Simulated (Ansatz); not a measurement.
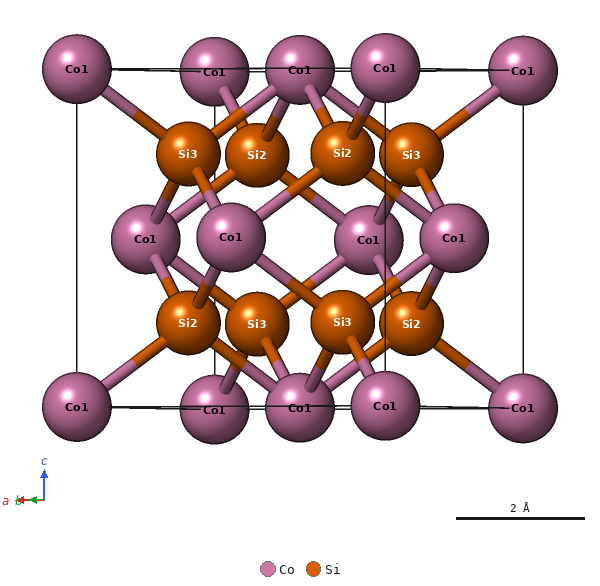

Fig. 1: The structure as given in the input (ball-and-stick view of the cell 4 times as large as that of the calculation, set on its symmetry axes, seen at an oblique angle; atoms are numbered from 1 in the order of the input). An atom can appear more than once, as a periodic image. Near neighbours in the periodic cell (some may lie outside the picture): Co has 8 Si at 2.29 Å; Si has 4 Co at 2.29 Å.

# Geometry relaxation, with input and output: CoSi$_{2}$ (part 1 of 2)

The run: geometry relaxation of CoSi$_{2}$ (3 atoms in the cell). Method and program: DFT, PBEsol, PAW with Ansatz's default frozen-core files, scalar-relativistic, no spin polarisation (Ansatz 0.2.0).

The structure was built on a prototype by a generator; it need not be a known phase. It belongs to a series of runs on one base structure; here: cell relaxed at zero pressure. Figures and captions count atoms from 1; the log counts them from 0 in places.

Log:
```
Engine: ansatz 0.2.0, aarch64-unknown-linux-gnu
Pseudopotentials: kind: paw
Pseudopotential: Co, paw, valence charge 17, recommended cutoff 420 eV (normal), Co.paw.azcp
Pseudopotential: Si, paw, valence charge 4, recommended cutoff 420 eV (normal), Si.paw.azcp
Functional definition: PBEsol
  exchange = pbesol_x
  correlation = pbesol_c
Crystal: 3 atoms, lattice volume = 37.094 Å³
Basis set: ecut = 420 eV, 725 PW (Γ), exchange–correlation on 54×54×54 points (8 copies of the dense FFT grid, shifted against one another)
Bands: 17, of which v1, the nominal top of the filled ones, is band 13 counted from 1 (12 counted from 0)
Symmetry: 48 space group operations
Space group: Fm-3m (ITA 225), of the structure as read, at distance tolerance 3.3e-5 Å
k-points: 56 of 1331
Non-local potential: Co, projectors of the file, l = 0: 3, l = 1: 2, l = 2: 3, l = 3: 1
Non-local potential: Si, projectors of the file, l = 0: 2, l = 1: 2, l = 2: 2
PAW form: soft (Blöchl's): semilocal exchange-correlation on the pseudo side does not see the compensation charge
PAW frozen core: Co, regenerated for the run's functional, and the local potential with it (the file was generated under x = pbe(κ = 0.804, μ = 0.2195149727645171), c = pbe(β = 0.06672455060314922))
PAW frozen core: Si, regenerated for the run's functional, and the local potential with it (the file was generated under x = pbe(κ = 0.804, μ = 0.2195149727645171), c = pbe(β = 0.06672455060314922))
PAW one-centre angular grid: Co, 590 points (default); XC on 64 Gauss nodes
PAW one-centre angular grid: Si, 110 points (default); XC on 64 Gauss nodes
Initial density: superposition of atomic densities (neutral atoms: chi_scale 0, normalization atom), corrected by the library's trained network
Initial wavefunctions: pseudopotential atomic-orbital guess
Functional: x = pbesol(κ = 0.804, μ = 0.12345679012345678), c = pbesol(β = 0.046)
SCF iter   1: F=—  HF=-6337.745346 eV  |F-HF|=—  |Δ(HF+E_count)|=         —  Δρ=1.92e-2  dr2=9.61e-2  ethr=1.77e-3  ⟨swp⟩=5.1  Hψ=4875  notcnv=0
preconditioner: auto → Kerker (q_TF=auto, 2.555 Å⁻¹)  [metal: Δε(μ)=0.049 eV  Ē_g=8.404 eV  σ=0.100 eV  W_gap=0.12  n_scr=14 (ndim 8)  ℏωp=25.1 eV  f_vac=0.002  D(μ)=1.00/eV (n_scr^D=8)]
SCF iter   2: F=—  HF=-6337.736939 eV  |F-HF|=—  |Δ(HF+E_count)|=   8.41e-3  Δρ=6.27e-3  dr2=1.39e-2  ethr=3.84e-4  ⟨swp⟩=2.0  Hψ=1577  notcnv=0
SCF iter   3: F=—  HF=-6337.735818 eV  |F-HF|=—  |Δ(HF+E_count)|=   1.12e-3  Δρ=1.24e-3  dr2=1.07e-3  ethr=5.55e-5  ⟨swp⟩=1.0  Hψ=954  notcnv=0
SCF iter   4: F=—  HF=-6337.735837 eV  |F-HF|=—  |Δ(HF+E_count)|=   1.92e-5  Δρ=5.02e-4  dr2=1.15e-4  ethr=4.29e-6  ⟨swp⟩=2.8  Hψ=1486  notcnv=0
SCF iter   5: F=—  HF=-6337.735843 eV  |F-HF|=—  |Δ(HF+E_count)|=   6.47e-6  Δρ=1.08e-4  dr2=5.16e-6  ethr=4.60e-7  ⟨swp⟩=2.5  Hψ=1434  notcnv=0
SCF iter   6: F=—  HF=-6337.735839 eV  |F-HF|=—  |Δ(HF+E_count)|=   3.79e-6  Δρ=7.16e-5  dr2=9.26e-7  ethr=2.06e-8  ⟨swp⟩=2.0  Hψ=1639  notcnv=0
SCF iter   7: F=—  HF=-6337.735839 eV  |F-HF|=—  |Δ(HF+E_count)|=   9.40e-8  Δρ=2.17e-5  dr2=1.30e-7  ethr=3.70e-9  ⟨swp⟩=2.8  Hψ=1574  notcnv=0
SCF iter   8: F=-6337.735839 eV  HF=-6337.735839 eV  |F-HF|=3.94e-9  |Δ(HF+E_count)|=   1.07e-8  Δρ=4.46e-6  dr2=5.52e-9  ethr=4.00e-10  ⟨swp⟩=7.4  Hψ=4935  notcnv=0
SCF 1 converged in 8 iterations: F = -6337.735839 eV  dr2 = 5.52e-9
  greatest PAW one-centre occupation: 1.000 electrons in one spin orbital (limit 2), on the Co atom at site 0 (counted from 0), in its partial waves of l = 1
relax step   1: F+E_penalty+E_count = -6337.73583929 eV  Δ(F+E_penalty+E_count) = +0.000e0 eV  max|allowed force component| = 1.850e-17 eV/Å  Δτ_max = 0.0000 Å  P = +2.094 GPa  Ω = 37.094 Å³  (8 SCF iters, dr2 threshold 1.00e-7 eV, accepted)
Crystal: 3 atoms, lattice volume = 37.318 Å³
Initial density: handed on by an earlier stage of this run
Initial wavefunctions: those handed on with the density
iter 1 solved again at ethr=3.45e-7 eV; its pass at ethr=3.10e-3 eV (dr2=8.64e-5 eV) is discarded
SCF iter   1: F=—  HF=-6337.737822 eV  |F-HF|=—  |Δ(HF+E_count)|=         —  Δρ=5.26e-4  dr2=9.16e-5  ethr=3.45e-7  ⟨swp⟩=2.0  Hψ=5411  notcnv=0
preconditioner: auto → Kerker (q_TF=auto, 2.552 Å⁻¹)  [metal: Δε(μ)=0.039 eV  Ē_g=8.385 eV  σ=0.100 eV  W_gap=0.10  n_scr=14 (ndim 8)  ℏωp=25.1 eV  f_vac=0.000  D(μ)=0.98/eV (n_scr^D=8)]
SCF iter   2: F=—  HF=-6337.737805 eV  |F-HF|=—  |Δ(HF+E_count)|=   1.70e-5  Δρ=2.94e-4  dr2=4.43e-5  ethr=3.45e-7  ⟨swp⟩=1.0  Hψ=952  notcnv=0
SCF iter   3: F=—  HF=-6337.737796 eV  |F-HF|=—  |Δ(HF+E_count)|=   9.65e-6  Δρ=1.31e-4  dr2=1.17e-5  ethr=1.77e-7  ⟨swp⟩=1.0  Hψ=952  notcnv=0
SCF iter   4: F=—  HF=-6337.737793 eV  |F-HF|=—  |Δ(HF+E_count)|=   2.20e-6  Δρ=2.84e-5  dr2=3.76e-7  ethr=4.68e-8  ⟨swp⟩=2.2  Hψ=1423  notcnv=0
SCF iter   5: F=—  HF=-6337.737794 eV  |F-HF|=—  |Δ(HF+E_count)|=   1.62e-7  Δρ=3.27e-5  dr2=3.23e-7  ethr=1.51e-9  ⟨swp⟩=2.0  Hψ=1637  notcnv=0
SCF iter   6: F=-6337.737794 eV  HF=-6337.737794 eV  |F-HF|=4.79e-9  |Δ(HF+E_count)|=  5.48e-10  Δρ=6.78e-6  dr2=1.57e-8  ethr=1.20e-9  ⟨swp⟩=7.8  Hψ=5135  notcnv=0
SCF 2 converged in 6 iterations: F = -6337.737794 eV  dr2 = 1.57e-8
relax step   2: F+E_penalty+E_count = -6337.73779354 eV  Δ(F+E_penalty+E_count) = -1.954e-3 eV  max|allowed force component| = 1.326e-16 eV/Å  Δτ_max = 0.0000 Å  P = +0.880 GPa  Ω = 37.318 Å³  energy of the carried Pulay correction = -1.178e-4 eV  (6 SCF iters, dr2 threshold 3.00e-7 eV, accepted)
Crystal: 3 atoms, lattice volume = 37.482 Å³
iter 1 solved again at ethr=1.88e-7 eV; its pass at ethr=3.10e-3 eV (dr2=4.69e-5 eV) is discarded
SCF iter   1: F=—  HF=-6337.738179 eV  |F-HF|=—  |Δ(HF+E_count)|=         —  Δρ=3.86e-4  dr2=4.97e-5  ethr=1.88e-7  ⟨swp⟩=2.0  Hψ=5330  notcnv=0
preconditioner: auto → Kerker (q_TF=auto, 2.550 Å⁻¹)  [metal: Δε(μ)=0.038 eV  Ē_g=8.354 eV  σ=0.100 eV  W_gap=0.09  n_scr=14 (ndim 8)  ℏωp=25.0 eV  f_vac=0.000  D(μ)=0.99/eV (n_scr^D=8)]
SCF iter   2: F=—  HF=-6337.738170 eV  |F-HF|=—  |Δ(HF+E_count)|=   8.80e-6  Δρ=2.15e-4  dr2=2.41e-5  ethr=1.88e-7  ⟨swp⟩=1.0  Hψ=952  notcnv=0
SCF iter   3: F=—  HF=-6337.738165 eV  |F-HF|=—  |Δ(HF+E_count)|=   5.20e-6  Δρ=9.63e-5  dr2=6.40e-6  ethr=9.63e-8  ⟨swp⟩=1.0  Hψ=952  notcnv=0
iter 4 did not close the SCF: its close was put off for the readings that it lacked (scf_convergence_deferred on its scf_iter line)
SCF iter   4: F=-6337.738164 eV  HF=-6337.738164 eV  |F-HF|=3.02e-8  |Δ(HF+E_count)|=   1.16e-6  Δρ=2.05e-5  dr2=1.97e-7  ethr=2.56e-8  ⟨swp⟩=2.2  Hψ=1425  notcnv=0
iter 5 did not close the SCF: its close was put off for the readings that it lacked (scf_convergence_deferred on its scf_iter line)
SCF iter   5: F=-6337.738164 eV  HF=-6337.738164 eV  |F-HF|=9.45e-8  |Δ(HF+E_count)|=   8.87e-8  Δρ=2.40e-5  dr2=1.76e-7  ethr=7.87e-10  ⟨swp⟩=2.0  Hψ=1637  notcnv=0
SCF iter   6: F=-6337.738164 eV  HF=-6337.738164 eV  |F-HF|=1.02e-9  |Δ(HF+E_count)|=  1.76e-10  Δρ=3.52e-6  dr2=5.44e-9  ethr=7.03e-10  ⟨swp⟩=6.8  Hψ=5565  notcnv=0
SCF 3 converged in 6 iterations: F = -6337.738164 eV  dr2 = 5.44e-9
relax step   3: F+E_penalty+E_count = -6337.73816418 eV  Δ(F+E_penalty+E_count) = -3.706e-4 eV  max|allowed force component| = 1.789e-16 eV/Å  Δτ_max = 0.0000 Å  P = +0.015 GPa  Ω = 37.482 Å³  energy of the carried Pulay correction = -2.037e-4 eV  (6 SCF iters, dr2 threshold 3.00e-7 eV, accepted)
Initial wavefunctions: pseudopotential atomic-orbital guess (no wavefunctions were taken with the density)
iter 1 solved again at ethr=7.77e-7 eV; its pass at ethr=3.10e-3 eV (dr2=1.94e-4 eV) is discarded
SCF iter   1: F=—  HF=-6337.738275 eV  |F-HF|=—  |Δ(HF+E_count)|=         —  Δρ=3.79e-4  dr2=1.15e-6  ethr=7.77e-7  ⟨swp⟩=3.0  Hψ=7198  notcnv=0
preconditioner: auto → Kerker (q_TF=auto, 2.550 Å⁻¹)  [metal: Δε(μ)=0.037 eV  Ē_g=8.354 eV  σ=0.100 eV  W_gap=0.09  n_scr=14 (ndim 8)  ℏωp=25.0 eV  f_vac=0.000  D(μ)=0.99/eV (n_scr^D=8)]
SCF iter   2: F=—  HF=-6337.738343 eV  |F-HF|=—  |Δ(HF+E_count)|=   6.82e-5  Δρ=1.94e-4  dr2=4.11e-7  ethr=4.62e-9  ⟨swp⟩=2.1  Hψ=1245  notcnv=0
SCF iter   3: F=—  HF=-6337.738365 eV  |F-HF|=—  |Δ(HF+E_count)|=   2.21e-5  Δρ=9.06e-6  dr2=1.19e-8  ethr=1.64e-9  ⟨swp⟩=2.0  Hψ=1046  notcnv=0
SCF iter   4: F=—  HF=-6337.738365 eV  |F-HF|=—  |Δ(HF+E_count)|=   4.95e-9  Δρ=2.28e-6  dr2=8.87e-10  ethr=4.75e-11  ⟨swp⟩=2.0  Hψ=1294  notcnv=0
SCF iter   5: F=—  HF=-6337.738365 eV  |F-HF|=—  |Δ(HF+E_count)|=  9.43e-10  Δρ=1.26e-6  dr2=2.32e-10  ethr=3.55e-12  ⟨swp⟩=2.0  Hψ=1637  notcnv=0
SCF iter   6: F=—  HF=-6337.738365 eV  |F-HF|=—  |Δ(HF+E_count)|=  6.89e-10  Δρ=2.72e-7  dr2=3.08e-11  ethr=1.00e-12  ⟨swp⟩=2.1  Hψ=1393  notcnv=0
SCF iter   7: F=-6337.738365 eV  HF=-6337.738365 eV  |F-HF|=5.46e-12  |Δ(HF+E_count)|=  1.00e-11  Δρ=1.63e-7  dr2=7.64e-12  ethr=1.00e-12  ⟨swp⟩=5.0  Hψ=3715  notcnv=0
SCF 4 converged in 7 iterations: F = -6337.738365 eV  dr2 = 7.64e-12
relax step   4: F+E_penalty+E_count = -6337.73836481 eV  Δ(F+E_penalty+E_count) = -2.006e-4 eV  max|allowed force component| = 1.758e-16 eV/Å  Δτ_max = 0.0000 Å  P = +0.027 GPa  Ω = 37.482 Å³  stress off target by 2.71e-2 GPa  SCF on the basis re-selected at this cell (its energy is not comparable with the rows above)  (7 SCF iters)
```

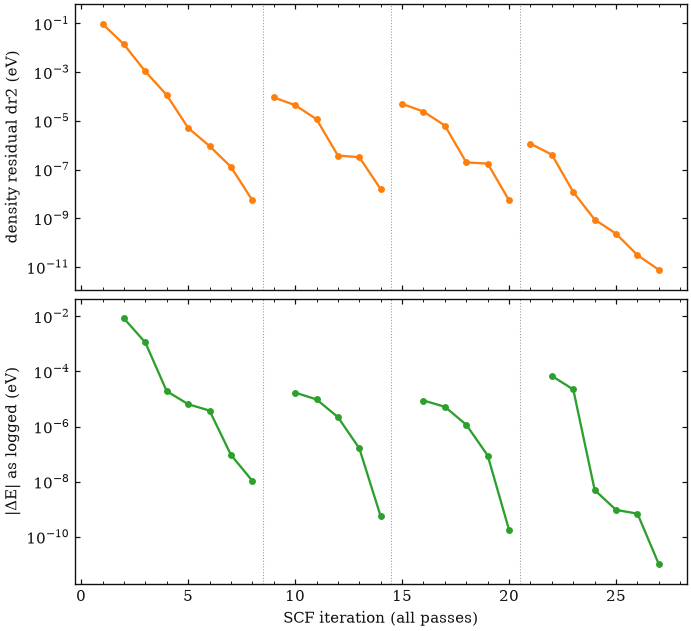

Fig. 2: Convergence of the self-consistent field: density residual dr2 and size of the energy change against the SCF iteration. The dotted lines part the SCF passes of the relaxation: geometry steps, rejected trials and re-solves on a re-selected basis. The passes take 8, 6, 6 and 7 iterations.

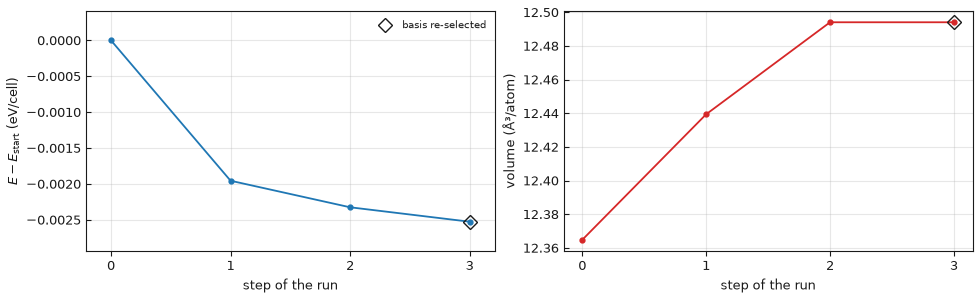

Fig. 3: Progress of the relaxation, step by step (the first geometry is step 0 here and step 1 in the log). The energy falls by 2.3 meV per cell of the calculation in 2 geometry steps. All forces vanish by symmetry, so only the cell relaxes. The pressure goes from 2.09 to 0.03 GPa. The atoms keep their places relative to the cell (all moves are under 0.005 Å). Cell: a = b = c 5.294 → 5.312 Å (+0.3 %). Volume +1.0 %. Among the contacts that change: Co1–Si2 2.292 → 2.300 Å. The space group stays Fm-3m (No. 225). A last SCF at the same geometry on a re-selected plane-wave basis shifts the energy by −0.2 meV per cell of the calculation. (Atoms are counted from 1 in the order of the input.)
